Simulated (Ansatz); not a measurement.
# Run report: Ge, geometry relaxation (part 1 of 2)

Ge (P6₃/mmc, 4 atoms in the cell), computed with DFT, LDA, plane waves, PAW, no spin polarisation (Ansatz 0.2.0).

The structure was built on a prototype by a generator. The geometry comes from this level: PBE.

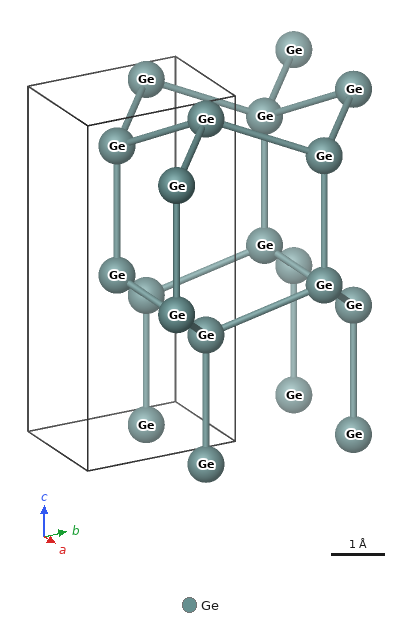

Fig. 1: The structure as given in the input (ball-and-stick view of the cell of the calculation, repeated 2 × 2 × 1, seen slightly off an axis). An atom can appear more than once, as a periodic image.

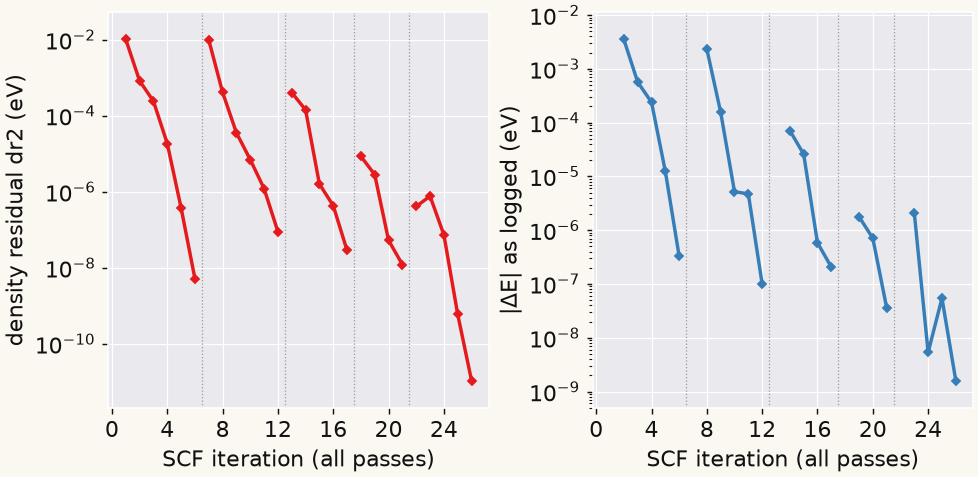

Fig. 2: Convergence of the self-consistent field: density residual dr2 and size of the energy change against the SCF iteration. The dotted lines part the SCF passes of the relaxation: geometry steps, rejected trials and re-solves on a re-selected basis. The 5 passes take 4 to 6 iterations each, 26 in all.

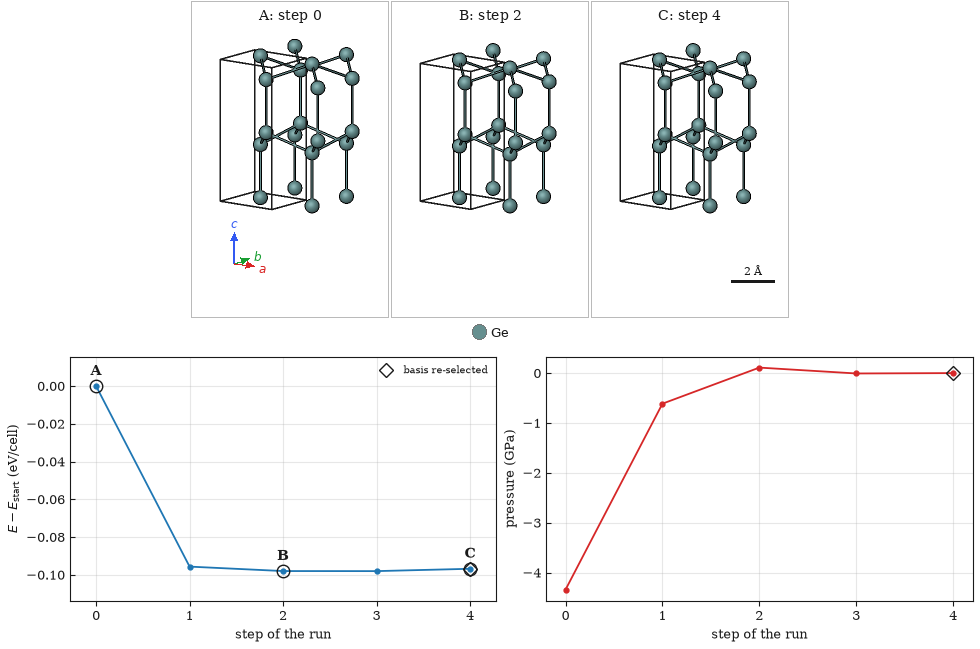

Fig. 3: Frames of the relaxation (ball-and-stick view of the cell of the calculation, repeated 2 × 2 × 1, seen slightly off an axis) above the curves, on which the letters mark them (the first geometry is step 0 here and step 1 in the log).

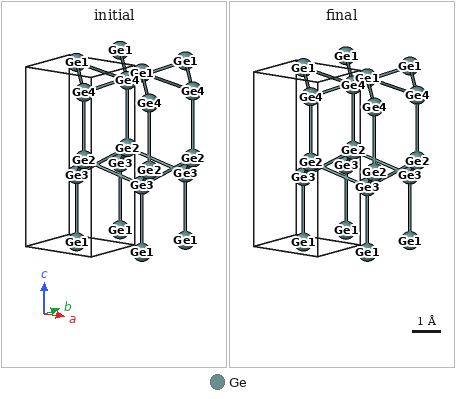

Fig. 4: Before (left) and after (right) the relaxation, at one scale (ball-and-stick view of the cell of the calculation, repeated 2 × 2 × 1, seen slightly off an axis). After 3 geometry steps the energy has fallen by 98.0 meV per cell of the calculation. The largest force component goes from 0.039 to 0.0027 eV/Å. Pressure: −4.34 GPa at the start and 0.00 GPa at the end. The atoms keep their places relative to the cell (all moves are under 0.005 Å). Cell: a = b 4.058 → 3.968 Å (−2.2 %), c 6.693 → 6.505 Å (−2.8 %). Volume −7.1 %. Among the contacts that change: Ge1–Ge3 2.506 → 2.441 Å, Ge1–Ge4 2.489 → 2.431 Å. The space group stays P6_3/mmc (No. 194). A last SCF at the same geometry on a re-selected plane-wave basis shifts the energy by +1.2 meV per cell of the calculation. (Atoms are counted from 1 in the order of the input.)

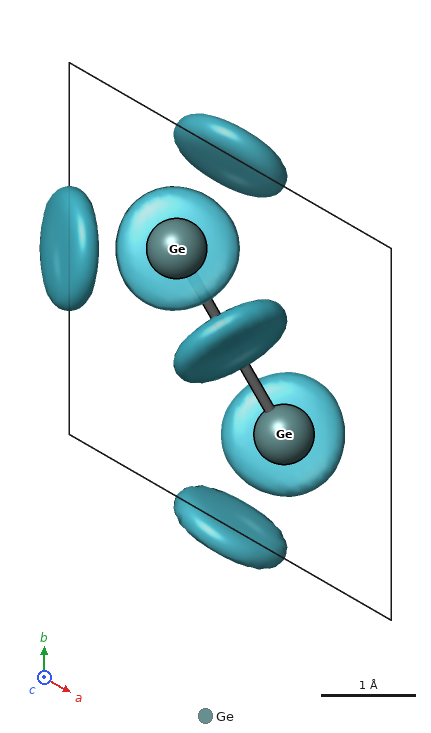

Fig. 5: Isosurface of the ELF at 0.65 (cyan), seen along the c axis. Only the valence region is drawn (cores and ρ < 0.01 e/Å³ removed). Sticks mark near contacts. The outline is the cell set on symmetry axes. The ELF exceeds this value in eight regions between bonded Ge–Ge atoms (shared pairs), counted in one cell of 4 atoms. Along the contacts the grid gives the following. Ge–Ge (2.43 Å): the ELF peaks at about 0.75 between the atoms (a shared electron pair). The fields are those of the smooth PAW valence density.

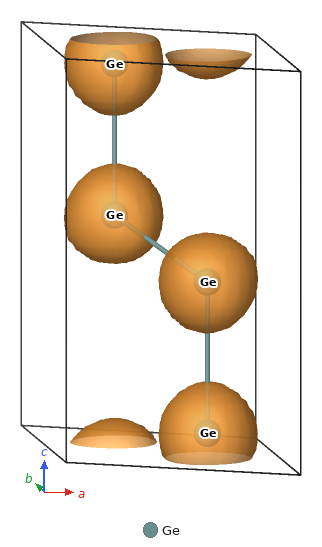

Fig. 6: Isosurface of the valence electron density at 0.8 e/Å³ (orange), seen slightly off an axis. Sticks mark near contacts. The outline is the cell set on symmetry axes. At this value the density breaks into separate islands; it holds about 70 % of the electrons treated as valence (semicore included). It is pinched off along the Ge–Ge (2.43 Å) contacts. On the grid the lowest density along these lines, outside the cores, is 0.52 e/Å³ (Ge–Ge, 2.43 Å).

The input that produced these results follows, with the program's output.

**The input**
```yaml
crystal:
  lattice:
    - [4.058408752, 0.0, 0.0]
    - [-2.029204376, 3.5146850782, 0.0]
    - [0.0, 0.0, 6.692989625]
  atoms:
    - { symbol: Ge, position: [0.3333333333, 0.6666666667, 0.0003197446] }
    - { symbol: Ge, position: [0.6666666667, 0.3333333333, 0.5003197446] }
    - { symbol: Ge, position: [0.3333333333, 0.6666666667, 0.3746802554] }
    - { symbol: Ge, position: [0.6666666667, 0.3333333333, 0.8746802554] }
kpoints:
  mp_grid: { grid: [6, 6, 4] }
hamiltonian:
  xc: lda
scf:
  occupations: { method: fermi_dirac, width: 0.02 }
relax:
  f_tol: 0.005
  cell: {}
output:
  write_density: true
  write_potential: true
  elf: true
  volumetric_format: npy
```

Run as:
```bash
ansatz run input.yaml --threads 2 --pin off --max-ram 2211MiB --backend cpu --events-out ev --progress --plain --runs-dir out
```

**The program's output**
```
Engine: ansatz 0.2.0, aarch64-unknown-linux-gnu
Pseudopotentials: kind: paw
Pseudopotential: Ge, paw, valence charge 14, recommended cutoff 420 eV (normal), Ge.paw.azcp
Functional definition: SPW92
  exchange = slater_x
  correlation = pw_c
Crystal: 4 atoms, lattice volume = 95.469 Å³
Basis set: ecut = 420 eV, 1835 PW (Γ)
Bands: 34, of which v1, the nominal top of the filled ones, is band 28 counted from 1 (27 counted from 0)
Symmetry: 24 space group operations
Space group: P63/mmc (ITA 194), of the structure as read, at distance tolerance 4.6e-5 Å
k-points: 21 of 144
Non-local potential: Ge, projectors of the file, l = 0: 2, l = 1: 2, l = 2: 3, l = 3: 1
PAW form: soft (Blöchl's): semilocal exchange-correlation on the pseudo side does not see the compensation charge
PAW frozen core: Ge, regenerated for the run's functional, and the local potential with it (the file was generated under x = pbe(κ = 0.804, μ = 0.2195149727645171), c = pbe(β = 0.06672455060314922))
PAW one-centre angular grid: Ge, 590 points (default); XC on 64 Gauss nodes
Initial density: superposition of atomic densities (neutral atoms: chi_scale 0, normalization atom), corrected by the library's trained network
Initial wavefunctions: pseudopotential atomic-orbital guess
Functional: x = slater, c = lda
SCF iter   1: F=—  HF=-16862.680243 eV  |F-HF|=—  |Δ(HF+E_count)|=         —  Δρ=5.04e-3  dr2=1.02e-2  ethr=1.77e-3  ⟨swp⟩=6.3  Hψ=2624  notcnv=0
preconditioner: auto → LDOS  [insulator: Δε(μ)=0.094 eV  Ē_g=22.413 eV  σ=0.020 eV  W_gap=0.59  n_scr=22 (ndim 8)  ℏωp=28.4 eV  f_vac=0.084  D(μ)=0.50/eV (n_scr^D=2)  ε∞_Penn≈2.6  β→1.0]
SCF iter   2: F=—  HF=-16862.676714 eV  |F-HF|=—  |Δ(HF+E_count)|=   3.53e-3  Δρ=9.65e-4  dr2=8.28e-4  ethr=1.82e-5  ⟨swp⟩=2.0  Hψ=1571  notcnv=0  defer=25
SCF iter   3: F=—  HF=-16862.676147 eV  |F-HF|=—  |Δ(HF+E_count)|=   5.67e-4  Δρ=6.17e-4  dr2=2.42e-4  ethr=1.48e-6  ⟨swp⟩=2.0  Hψ=1377  notcnv=0  defer=25
SCF iter   4: F=—  HF=-16862.675907 eV  |F-HF|=—  |Δ(HF+E_count)|=   2.40e-4  Δρ=1.35e-4  dr2=1.86e-5  ethr=4.32e-7  ⟨swp⟩=2.0  Hψ=1277  notcnv=0  defer=25
SCF iter   5: F=—  HF=-16862.675894 eV  |F-HF|=—  |Δ(HF+E_count)|=   1.24e-5  Δρ=2.69e-5  dr2=3.77e-7  ethr=3.33e-8  ⟨swp⟩=2.0  Hψ=1278  notcnv=0  defer=25
SCF iter   6: F=-16862.675894 eV  HF=-16862.675894 eV  |F-HF|=3.22e-9  |Δ(HF+E_count)|=   3.26e-7  Δρ=2.53e-6  dr2=5.17e-9  ethr=1.79e-10  ⟨swp⟩=7.1  Hψ=4125  notcnv=0
SCF 1 converged in 6 iterations: F = -16862.675894 eV  dr2 = 5.17e-9
  greatest PAW one-centre occupation: 0.998 electrons in one spin orbital (limit 2), on the Ge atom at site 3 (counted from 0), in its partial waves of l = 2
relax step   1: F+E_penalty+E_count = -16862.67589378 eV  Δ(F+E_penalty+E_count) = +0.000e0 eV  max|allowed force component| = 3.933e-2 eV/Å  Δτ_max = 0.0000 Å  P = -4.339 GPa  Ω = 95.469 Å³  (6 SCF iters, dr2 threshold 1.00e-7 eV, accepted)
Crystal: 4 atoms, lattice volume = 89.515 Å³
Basis set: ecut = 420 eV, 1761 PW (Γ)
Initial density: handed on by an earlier stage of this run
Initial wavefunctions: those handed on with the density
iter 1 solved again at ethr=1.75e-5 eV; its pass at ethr=3.10e-3 eV (dr2=9.81e-3 eV) is discarded
SCF iter   1: F=—  HF=-16862.773988 eV  |F-HF|=—  |Δ(HF+E_count)|=         —  Δρ=3.02e-3  dr2=9.91e-3  ethr=1.75e-5  ⟨swp⟩=1.4  Hψ=3466  notcnv=0
preconditioner: auto → LDOS  [insulator: Δε(μ)=0.067 eV  Ē_g=22.675 eV  σ=0.020 eV  W_gap=0.57  n_scr=22 (ndim 8)  ℏωp=29.4 eV  f_vac=0.055  D(μ)=0.51/eV (n_scr^D=2)  ε∞_Penn≈2.7  β→1.0]
SCF iter   2: F=—  HF=-16862.771662 eV  |F-HF|=—  |Δ(HF+E_count)|=   2.33e-3  Δρ=6.05e-4  dr2=4.14e-4  ethr=1.75e-5  ⟨swp⟩=2.0  Hψ=1009  notcnv=0
preconditioner: auto → Kerker (q_TF=auto, 2.523 Å⁻¹)  [metal: Δε(μ)=0.024 eV  Ē_g=22.655 eV  σ=0.020 eV  W_gap=0.27  n_scr=22 (ndim 8)  ℏωp=29.4 eV  f_vac=0.063  D(μ)=0.46/eV (n_scr^D=0)  β→0.5]
SCF iter   3: F=—  HF=-16862.771506 eV  |F-HF|=—  |Δ(HF+E_count)|=   1.56e-4  Δρ=2.32e-4  dr2=3.56e-5  ethr=7.39e-7  ⟨swp⟩=2.0  Hψ=882  notcnv=0
SCF iter   4: F=—  HF=-16862.771511 eV  |F-HF|=—  |Δ(HF+E_count)|=   5.21e-6  Δρ=8.87e-5  dr2=7.02e-6  ethr=6.36e-8  ⟨swp⟩=2.0  Hψ=1276  notcnv=0
SCF iter   5: F=—  HF=-16862.771507 eV  |F-HF|=—  |Δ(HF+E_count)|=   4.73e-6  Δρ=3.16e-5  dr2=1.21e-6  ethr=1.25e-8  ⟨swp⟩=2.0  Hψ=1302  notcnv=0
SCF iter   6: F=-16862.771507 eV  HF=-16862.771507 eV  |F-HF|=6.22e-8  |Δ(HF+E_count)|=   9.97e-8  Δρ=8.81e-6  dr2=8.91e-8  ethr=7.14e-10  ⟨swp⟩=8.0  Hψ=4502  notcnv=0
SCF 2 converged in 6 iterations: F = -16862.771507 eV  dr2 = 8.91e-8
relax step   2: F+E_penalty+E_count = -16862.77150658 eV  Δ(F+E_penalty+E_count) = -9.561e-2 eV  max|allowed force component| = 2.722e-2 eV/Å  Δτ_max = 0.0071 Å  P = -0.612 GPa  Ω = 89.515 Å³  energy of the carried Pulay correction = +9.438e-4 eV  (6 SCF iters, dr2 threshold 4.00e-7 eV, accepted)
Crystal: 4 atoms, lattice volume = 88.566 Å³
iter 1 solved again at ethr=7.86e-7 eV; its pass at ethr=3.10e-3 eV (dr2=4.40e-4 eV) is discarded
SCF iter   1: F=—  HF=-16862.773961 eV  |F-HF|=—  |Δ(HF+E_count)|=         —  Δρ=6.69e-4  dr2=4.07e-4  ethr=7.86e-7  ⟨swp⟩=2.0  Hψ=3421  notcnv=0
preconditioner: auto → Resta (q_TF=auto, 2.528 Å⁻¹)  ε∞=2.7  [insulator: Δε(μ)=0.137 eV  Ē_g=22.708 eV  σ=0.020 eV  W_gap=0.52  n_scr=22 (ndim 8)  ℏωp=29.5 eV  f_vac=0.059  D(μ)=0.37/eV (n_scr^D=0)  ε∞_Penn≈2.7]
SCF iter   2: F=—  HF=-16862.773890 eV  |F-HF|=—  |Δ(HF+E_count)|=   7.12e-5  Δρ=3.80e-4  dr2=1.43e-4  ethr=7.27e-7  ⟨swp⟩=1.0  Hψ=714  notcnv=0
SCF iter   3: F=—  HF=-16862.773864 eV  |F-HF|=—  |Δ(HF+E_count)|=   2.60e-5  Δρ=5.26e-5  dr2=1.60e-6  ethr=2.56e-7  ⟨swp⟩=2.0  Hψ=882  notcnv=0
SCF iter   4: F=—  HF=-16862.773863 eV  |F-HF|=—  |Δ(HF+E_count)|=   5.84e-7  Δρ=2.46e-5  dr2=4.31e-7  ethr=7.14e-10  ⟨swp⟩=8.0  Hψ=5442  notcnv=0
SCF iter   5: F=-16862.773863 eV  HF=-16862.773863 eV  |F-HF|=6.78e-9  |Δ(HF+E_count)|=   2.06e-7  Δρ=5.33e-6  dr2=2.86e-8  ethr=7.14e-10  ⟨swp⟩=7.0  Hψ=3933  notcnv=0
SCF 3 converged in 5 iterations: F = -16862.773863 eV  dr2 = 2.86e-8
  greatest PAW one-centre occupation: 0.998 electrons in one spin orbital (limit 2), on the Ge atom at site 2 (counted from 0), in its partial waves of l = 2
relax step   3: F+E_penalty+E_count = -16862.77386335 eV  Δ(F+E_penalty+E_count) = -2.357e-3 eV  max|allowed force component| = 2.472e-4 eV/Å  Δτ_max = 0.0048 Å  P = +0.112 GPa  Ω = 88.566 Å³  energy of the carried Pulay correction = +1.100e-3 eV  (5 SCF iters, dr2 threshold 4.00e-7 eV, accepted)
Crystal: 4 atoms, lattice volume = 88.710 Å³
iter 1 solved again at ethr=1.81e-8 eV; its pass at ethr=3.10e-3 eV (dr2=1.01e-5 eV) is discarded
SCF iter   1: F=—  HF=-16862.773895 eV  |F-HF|=—  |Δ(HF+E_count)|=         —  Δρ=9.14e-5  dr2=8.55e-6  ethr=1.81e-8  ⟨swp⟩=2.0  Hψ=3318  notcnv=0
preconditioner: auto → Resta (q_TF=auto, 2.527 Å⁻¹)  ε∞=2.7  [insulator: Δε(μ)=0.118 eV  Ē_g=22.699 eV  σ=0.020 eV  W_gap=0.51  n_scr=22 (ndim 8)  ℏωp=29.5 eV  f_vac=0.061  D(μ)=0.37/eV (n_scr^D=0)  ε∞_Penn≈2.7]
SCF iter   2: F=—  HF=-16862.773893 eV  |F-HF|=—  |Δ(HF+E_count)|=   1.79e-6  Δρ=5.16e-5  dr2=2.83e-6  ethr=1.53e-8  ⟨swp⟩=1.1  Hψ=720  notcnv=0
SCF iter   3: F=—  HF=-16862.773893 eV  |F-HF|=—  |Δ(HF+E_count)|=   7.10e-7  Δρ=9.39e-6  dr2=5.28e-8  ethr=5.05e-9  ⟨swp⟩=2.0  Hψ=882  notcnv=0
SCF iter   4: F=-16862.773893 eV  HF=-16862.773893 eV  |F-HF|=2.05e-9  |Δ(HF+E_count)|=   3.63e-8  Δρ=3.65e-6  dr2=1.22e-8  ethr=8.49e-11  ⟨swp⟩=7.2  Hψ=4276  notcnv=0
SCF 4 converged in 4 iterations: F = -16862.773893 eV  dr2 = 1.22e-8
relax step   4: F+E_penalty+E_count = -16862.77389251 eV  Δ(F+E_penalty+E_count) = -2.916e-5 eV  max|allowed force component| = 2.735e-3 eV/Å  Δτ_max = 0.0005 Å  P = -0.006 GPa  Ω = 88.710 Å³  energy of the carried Pulay correction = +1.076e-3 eV  (4 SCF iters, dr2 threshold 4.75e-8 eV, accepted)
Initial wavefunctions: pseudopotential atomic-orbital guess (no wavefunctions were taken with the density)
iter 1 solved again at ethr=2.99e-7 eV; its pass at ethr=3.10e-3 eV (dr2=1.68e-4 eV) is discarded
```
